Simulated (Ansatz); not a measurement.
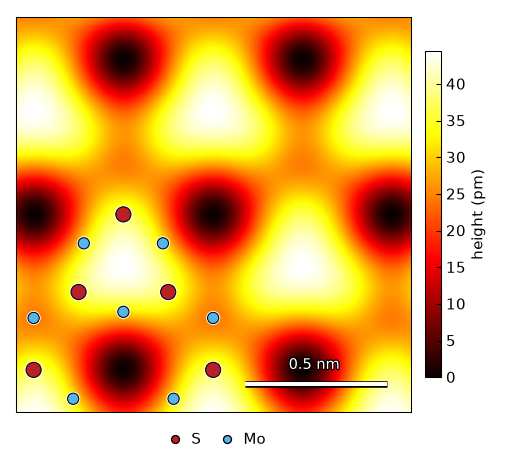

Constant-current image at a set point of 3.2 × 10⁻⁷ e/Å³ of MoS2(001) (R-3m bulk, 6 atomic planes (those closer than 0.6 Å count as one), 9 Å, S-terminated) with one S vacancy in a 2 × 2 cell, sample bias +0.25 V. The atoms seen from above are drawn over one corner (deeper ones smaller).

Tersoff–Hamann simulation (s-wave tip); biases are sample biases. Bias windows are sharp sums over the levels of the k mesh.

Computed with DFT PBE+D3(BJ), scalar-relativistic, plane waves, PAW (Ansatz 0.2.0). Cutoff 420 eV, 12 × 12 k-points, Gaussian smearing 0.05 eV, dipole correction. The slab is a cut without reconstruction beyond its cell, at the source's lattice constants, with its lower half held fixed and the rest relaxed. The defects repeat every 6.3 Å and interact, so states at the Fermi level and the work function belong to this dense array. No spin polarisation (the relaxation was started with spin and lost its moment; a magnetic state may still lie lower). The run warns that the functional's potential is rough in the thin density of the vacuum, where the tip is; weak contrasts and barriers may feel it.

```yaml
crystal:
  lattice:
    - [6.34200, 0.00000, 0.00000]
    - [-3.17100, 5.49234, 0.00000]
    - [0.00000, 0.00000, 29.17250]
  atoms:
    - { symbol: S, position: [0.00000, 0.00000, 0.34279] }
    - { symbol: S, position: [0.00000, 0.50000, 0.34279] }
    - { symbol: S, position: [0.50000, 0.00000, 0.34279] }
    - { symbol: S, position: [0.50000, 0.50000, 0.34279] }
    - { symbol: Mo, position: [0.33333, 0.16667, 0.39519] }
    - { symbol: Mo, position: [0.33333, 0.66667, 0.39519] }
    - { symbol: Mo, position: [0.83333, 0.16667, 0.39519] }
    - { symbol: Mo, position: [0.83333, 0.66667, 0.39519] }
    - { symbol: S, position: [0.16667, 0.33333, 0.44760] }
    - { symbol: S, position: [0.16667, 0.83333, 0.44760] }
    - { symbol: S, position: [0.66667, 0.33333, 0.44760] }
    - { symbol: S, position: [0.66667, 0.83333, 0.44760] }
    - { symbol: S, position: [0.33658, 0.17316, 0.54609] }
    - { symbol: S, position: [0.33658, 0.66342, 0.54609] }
    - { symbol: S, position: [0.83333, 0.16667, 0.53911] }
    - { symbol: S, position: [0.82684, 0.66342, 0.54609] }
    - { symbol: Mo, position: [0.12715, 0.31358, 0.59629] }
    - { symbol: Mo, position: [0.16667, 0.83333, 0.59741] }
    - { symbol: Mo, position: [0.68642, 0.31358, 0.59629] }
    - { symbol: Mo, position: [0.68642, 0.87285, 0.59629] }
    - { symbol: S, position: [0.99979, 0.00021, 0.65280] }
    - { symbol: S, position: [0.99979, 0.49958, 0.65280] }
    - { symbol: S, position: [0.50042, 0.00021, 0.65280] }
```

> Which atoms or sites appear bright, which dark, and how strong is the contrast?

The brightest spots lie over points 1.7 Å to the side of the top S atoms; the darkest points are over the vacancy. The corrugation is 44 pm at a mean tip height of 4.5 Å.
